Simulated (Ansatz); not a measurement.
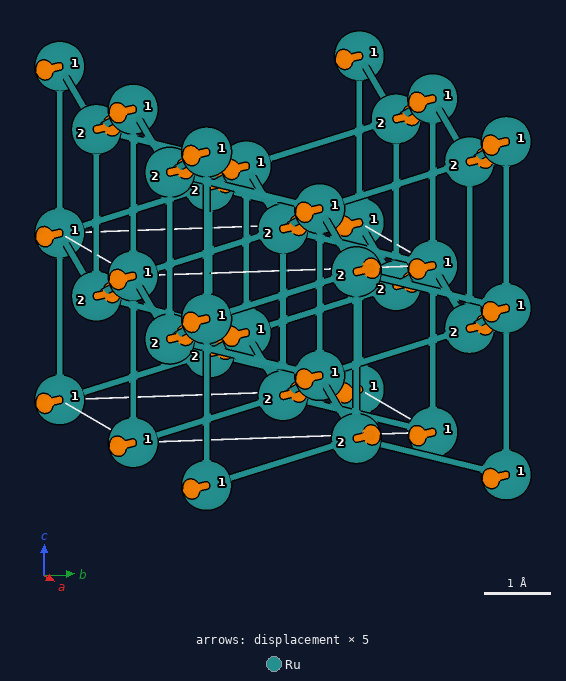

This is a relaxation of solid Ru (a generated structure, set up in I4_1/amd). The starting structure is drawn; orange arrows show the displacements (the part carried along by the change of the cell is left out), 5 times their true length.

Style: ball-and-stick. Shown: the conventional cell (2 times the calculation's cell), repeated 2 × 1 × 2 with one cell outlined, slightly off an axis. Lengths and directions refer to the drawn axes.

Phase: beta-Sn type.

Method: Ansatz, DFT, LDA (PW92), plane waves (420 eV) with PAW, scalar-relativistic.

Input file:
```yaml
crystal:
  lattice:
    - [-2.3533498774, 2.3533498774, 1.2849290331]
    - [2.3533498774, -2.3533498774, 1.2849290331]
    - [2.3533498774, 2.3533498774, -1.2849290331]
  atoms:
    - { symbol: Ru, position: [0.0, 0.0, 0.0] }
    - { symbol: Ru, position: [0.75, 0.25, 0.5] }
hamiltonian:
  xc: lda
  pseudopotentials:
    kind: paw
    azcp:
      Ru: "pseudopotentials/Ru.paw.azcp"
basis:
  ecutwfc: 420
  fft_grid_basis: typed
kpoints:
  mp_grid: { grid: [14, 14, 10], shift: [0, 0, 0] }
magnetization:
  spin_polarized: false
scf:
  occupations: { method: fermi_dirac, width: 0.1 }
relax:
  max_steps: 60
  f_tol: 0.01
  cell: {}
```

Q: What did the optimiser do to the structure, and how much energy did it gain?

A: The energy falls by 659 meV per atom in 16 accepted moves (18 points after the start). The largest force component goes from 0.0037 to under 0.0001 eV/Å. Pressure: 6.69 GPa at the start and 0.01 GPa at the end. At 2 points the geometry stayed and the basis and grid were re-selected for the new cell (energy shift of 33.7 meV per atom at most each time). The largest moves relative to the cell, 0.15 Å, are those of Ru1 and Ru2. Ru2 goes along [−1 1 0]. The volume changes by −1.6 %, with a = b 4.707 → 4.937 Å (+4.9 %), c 2.570 → 2.675 Å (+4.1 %), α 90.0° → 105.7°, β 90.0° → 105.7°, γ 90.0° → 105.9°. Near-neighbour distances that change, for instance: Ru1–Ru1 3.568 → 2.659 Å, Ru1–Ru2 3.042 → 2.522 Å, Ru1–Ru2 (another image) 2.439 → 2.626 Å, Ru1–Ru1 (another image) 2.570 → 2.675 Å. New bonds form: Ru1–Ru1 (3.57 → 2.66 Å), Ru1–Ru2 (3.04 → 2.52 Å), Ru2–Ru2 (3.57 → 2.66 Å). Among the angles between lasting bonds that change: Ru2–Ru1–Ru2 94.0° → 60.8°, Ru1–Ru1–Ru2 74.7° → 58.0°, Ru1–Ru1–Ru2 105.3° → 122.0°. The space group (tolerance 0.01 Å) goes from I4_1/amd (No. 141) to Cmcm (No. 63). The program noted that a PAW file was made for another functional than the run's.
